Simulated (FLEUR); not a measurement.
## SrO: 5 runs along one coordinate

System: SrO (Fm-3m, 2 atoms in the cell).
Method: Kohn-Sham DFT of a periodic cell, AM05, all-electron, no spin polarisation (FLEUR MaX-R8.1 (later development tree)).

The 5 runs differ only in the geometry, by an even scaling of the cell at fixed fractional positions. The structure derives from an entry of the Crystallography Open Database.

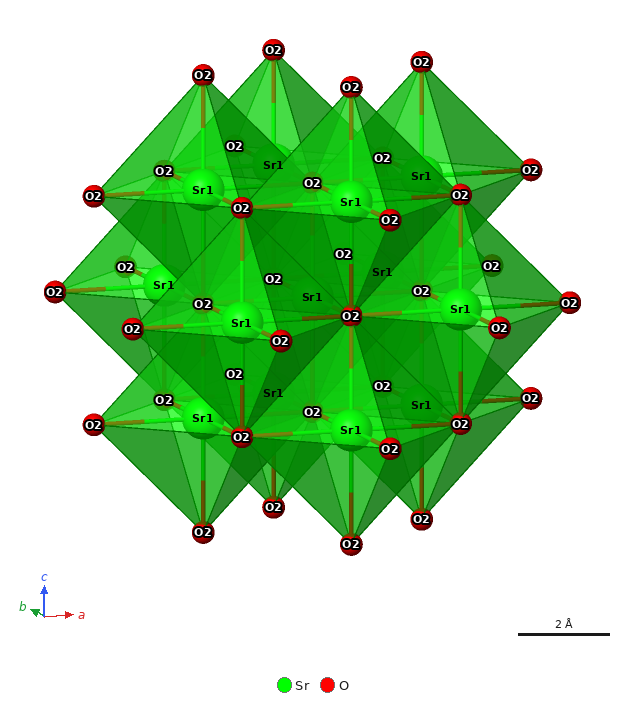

Figure 1. The structure of run 3 (polyhedral view of the cell 4 times as large as that of the calculation, set on its symmetry axes, seen slightly off an axis; polyhedra are completed across the faces of the cell; atoms are numbered from 1 in the order of the input).

## Input of run 3
```
<?xml version="1.0" encoding="UTF-8" standalone="no"?>
<fleurInput fleurInputVersion="0.39">
   <comment>
      SrO                                                                                                 
   </comment>
   <calculationSetup>
      <cutoffs Kmax="4.1" Gmax="12.7" GmaxXC="12.7" numbands="0"/>
      <scfLoop itmax="60" minDistance="0.00001" maxIterBroyd="15" imix="Anderson" alpha="0.05" precondParam="0.0" spinf="2.0" sdNocoIR="T"/>
      <coreElectrons ctail="T" frcor="F" kcrel="0" coretail_lmax="0"/>
      <xcFunctional name="LibXC" relativisticCorrections="F">
         <LibXCName exchange="gga_x_am05" correlation="gga_c_am05"/>
      </xcFunctional>
      <magnetism jspins="1"/>
      <soc l_soc="F" theta="0.0" phi="0.0" spav="F"/>
      <expertModes spex="0" secvar="F"/>
      <geometryOptimization l_f="F" forcealpha="1.0" forcemix="BFGS" epsdisp="0.00001" epsforce="0.00001"/>
      <ldaU l_linMix="F" mixParam="0.05" spinf="1.0"/>
   </calculationSetup>
   <cell>
      <bzIntegration valenceElectrons="16.0" mode="hist" fermiSmearingEnergy="0.00183747">
         <kPointListSelection listName="default-1"/>
         <!-- k-points included here -->
         <xi:include xmlns:xi="http://www.w3.org/2001/XInclude" href="kpts.xml"> </xi:include>
      </bzIntegration>
      <!-- symmetry operations included here -->
      <xi:include xmlns:xi="http://www.w3.org/2001/XInclude" href="sym.xml"> </xi:include>
      <bulkLattice scale="1.0000000000">
         <bravaisMatrix>
            <row-1>    0.0000000000000000     4.8496041535609802     4.8496041535609802</row-1>
            <row-2>    4.8496041535609802     0.0000000000000000     4.8496041535609802</row-2>
            <row-3>    4.8496041535609802     4.8496041535609802     0.0000000000000000</row-3>
         </bravaisMatrix>
      </bulkLattice>
   </cell>
   <atomSpecies>
      <species name="Strontium (Sr)" element="Sr" atomicNumber="38">
         <mtSphere radius="2.4" gridPoints="819" logIncrement="0.015"/>
         <atomicCutoffs lmax="10" lnonsphr="8"/>
         <electronConfig flipSpins="F">
            <coreConfig>(1s1/2) (2s1/2) (2p1/2) (2p3/2) (3s1/2) (3p1/2) (3p3/2) (3d3/2) (3d5/2)</coreConfig>
            <valenceConfig>(4s1/2) (4p1/2) (4p3/2) (5s1/2)</valenceConfig>
         </electronConfig>
         <energyParameters s="5" p="4" d="4" f="4"/>
         <lo type="SCLO" l="0" n="4" eDeriv="0"/>
         <lo type="HELO" l="1" n="5" eDeriv="0"/>
         <lo type="HELO" l="1" n="5" eDeriv="1"/>
         <lo type="SCLO" l="2" n="4" eDeriv="2"/>
         <lo type="SCLO" l="3" n="4" eDeriv="2"/>
      </species>
      <species name="Oxygen (O)" element="O" atomicNumber="8">
         <mtSphere radius="1.95" gridPoints="665" logIncrement="0.016"/>
         <atomicCutoffs lmax="8" lnonsphr="6"/>
         <electronConfig flipSpins="F">
            <coreConfig>(1s1/2)</coreConfig>
            <valenceConfig>(2s1/2) (2p1/2) (2p3/2)</valenceConfig>
            <stateOccupation state="(2p1/2)" spinUp="0.666667" spinDown="0.666667"/>
            <stateOccupation state="(2p3/2)" spinUp="1.333333" spinDown="1.333333"/>
         </electronConfig>
         <energyParameters s="2" p="2" d="3" f="4"/>
         <lo type="SCLO" l="0" n="2" eDeriv="2"/>
         <lo type="SCLO" l="1" n="2" eDeriv="2"/>
         <lo type="SCLO" l="2" n="3" eDeriv="2"/>
      </species>
   </atomSpecies>
   <atomGroups>
      <atomGroup species="Strontium (Sr)">
         <relPos label="                   1">1.000/2.000 1.000/2.000 1.000/2.000</relPos>
         <force calculate="T" relaxXYZ="TTT"/>
      </atomGroup>
      <atomGroup species="Oxygen (O)">
         <relPos label="                   2">.0000000000 .0000000000 .0000000000</relPos>
         <force calculate="T" relaxXYZ="TTT"/>
      </atomGroup>
   </atomGroups>
   <output dos="F" band="F" slice="F">
      <checks vchk="F" cdinf="F"/>
      <bandDOS minEnergy="-.5*Htr" maxEnergy="0.5*Htr" sigma="0.015" storeEVData="T"/>
      <vacuumDOS vacdos="F" integ="F" star="F" nstars="0" locx1="0.0" locy1="0.0" locx2="0.0" locy2="0.0" nstm="0" tworkf="0.0"/>
      <unfoldingBand unfoldBand="F" supercellX="1" supercellY="1" supercellZ="1"/>
      <plotting iplot="0" polar="F">
         <plot TwoD="T" vec1="  1.0  0.0  0.0" vec2="  0.0  1.0  0.0" vec3="  0.0  0.0  1.0" zero="  0.0  0.0  0.0" file="plot"/>
      </plotting>
      <chargeDensitySlicing numkpt="0" minEigenval="0.0" maxEigenval="0.0" nnne="0" pallst="F"/>
      <specialOutput eonly="F"/>
      <moessbauerParams electricFieldGradient="T" isomerShift="T" coreHyperfine="T" valenceHyperfine="T"/>
      <magneticCircularDichroism mcd="F" energyLo="-10.0" energyUp="0.0"/>
   </output>
  <!-- We include the file relax.xml here to enable relaxations (see documentation) -->
  <xi:include xmlns:xi="http://www.w3.org/2001/XInclude" href="relax.xml"> <xi:fallback/> </xi:include>
</fleurInput>
```

Command:
```bash
inpgen -f crystal.txt -profile fastHighL; fleur_MPI
```

Lattice vectors (Å) and fractional positions of run 3:
```
   0.000000    2.566300    2.566300
   2.566300    0.000000    2.566300
   2.566300    2.566300    0.000000
Sr  0.500000  0.500000  0.500000
O   0.000000  0.000000  0.000000
```

Run 4 has the same physical settings and fractional positions; its lattice vectors (Å) are:
```
   0.000000    2.600071    2.600071
   2.600071    0.000000    2.600071
   2.600071    2.600071    0.000000
```

## Results, with one run withheld

| run | volume per atom (Å³) | free energy per atom, from the lowest run given (meV) | gap on the mesh (eV) |
| --- | --- | --- | --- |
| 1 | 15.887 | 21.96 | 3.27 |
| 2 | 16.225 | 9.94 | 3.29 |
| 3 | 16.901 | 0.00 | 3.32 |
| 4 | 17.577 | ? | ? |
| 5 | 17.915 | 13.34 | 3.32 |

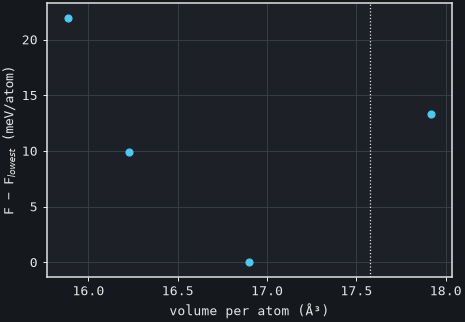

Figure 2. Free energy per atom of the runs given; the dotted line marks run 4.

Estimate the energy of run 4 from the others.

A quadratic polynomial in V^(−2/3) (the Birch–Murnaghan form), fitted to the 4 runs given, misses them by at most 0.06 meV per atom. With x = V^(−2/3) − 0.15304 Å⁻², it reads F = 1.1443 + 1548.1 x + 4.7194e+05 x² (meV per atom). At run 4 it gives 5.58 meV per atom, and the run itself gives 5.68. The fit has its minimum at 16.975 Å³ per atom, where V d²F/dV² gives 90.8 GPa: the bulk modulus at this level, since symmetry fixes the shape and the positions. The gap on the mesh lies between 3.27 eV (run 1) and 3.32 eV (run 4); run 4 has 3.32 eV. These are gaps of this functional on this mesh, which can miss the band edges; they aren't the measured gap.

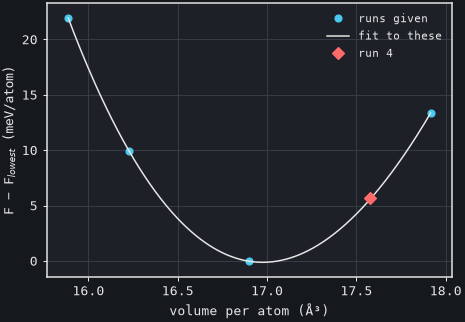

Figure 3. The fit and the withheld run.

## Output (run 4)
```
Welcome to FLEUR        (www.flapw.de)
      MaX-Release 8.1          (www.max-centre.eu)
 func_ids         135         120         135         120
The functional 'Armiento & Mattsson 05' is an exchange functional, it belongs to the 'GGA' family and is defined in the reference(s):
[1] R. Armiento and A. E. Mattsson.,  Phys. Rev. B 72, 085108 (2005)
[2] A. E. Mattsson, R. Armiento, J. Paier, G. Kresse, J. M. Wills, and T. R. Mattsson.,  J. Chem. Phys. 128, 084714 (2008)
The functional 'Armiento & Mattsson 05' is a correlation functional, it belongs to the 'GGA' family and is defined in the reference(s):
[1] R. Armiento and A. E. Mattsson.,  Phys. Rev. B 72, 085108 (2005)
[2] A. E. Mattsson, R. Armiento, J. Paier, G. Kresse, J. M. Wills, and T. R. Mattsson.,  J. Chem. Phys. 128, 084714 (2008)
 Using same functional for VXC and EXC

 ========== k-point set info ==========
 Selected k-point list: default-1
 k-point list type: mesh
 9 x 9 x 9
 Number of k points: 35

 ------------Calculation Setup---------------------------
 Number of MPI-tasks      :            1
 Number of PE/node        :            1
 Number of OMP-threads    :            1
 Most efficient MPI parallelization for:
           1           5           7          35
 Additional eigenvalue parallelization possible
 Number of basis functions:          360
 Approximate size of matrices (H+S) per k-point:         0.002 GB
 --------------------------------------------------------

 Iteration:     1   Distance:      19.37621513 me/bohr^3

 Iteration:     2   Distance:      15.88229892 me/bohr^3

 Iteration:     3   Distance:       5.39433932 me/bohr^3

 Iteration:     4   Distance:       8.42241507 me/bohr^3

 Iteration:     5   Distance:       1.00511699 me/bohr^3

 Iteration:     6   Distance:       2.14837811 me/bohr^3

 Iteration:     7   Distance:       0.52722329 me/bohr^3

 Iteration:     8   Distance:       0.36950228 me/bohr^3

 Iteration:     9   Distance:       0.02660567 me/bohr^3

 Iteration:    10   Distance:       0.03477871 me/bohr^3

 Iteration:    11   Distance:       0.00757957 me/bohr^3

 Iteration:    12   Distance:       0.00504389 me/bohr^3

 Iteration:    13   Distance:       0.00087011 me/bohr^3

 Iteration:    14   Distance:       0.00010550 me/bohr^3

 Iteration:    15   Distance:       0.00010520 me/bohr^3

 Iteration:    16   Distance:       0.00009963 me/bohr^3

 Iteration:    17   Distance:       0.00005777 me/bohr^3

 Iteration:    18   Distance:       0.00001875 me/bohr^3

 Iteration:    19   Distance:       0.00000570 me/bohr^3

 ********************************************************************
 Run finished successfully
 Stop message:
   all done
 ********************************************************************
```
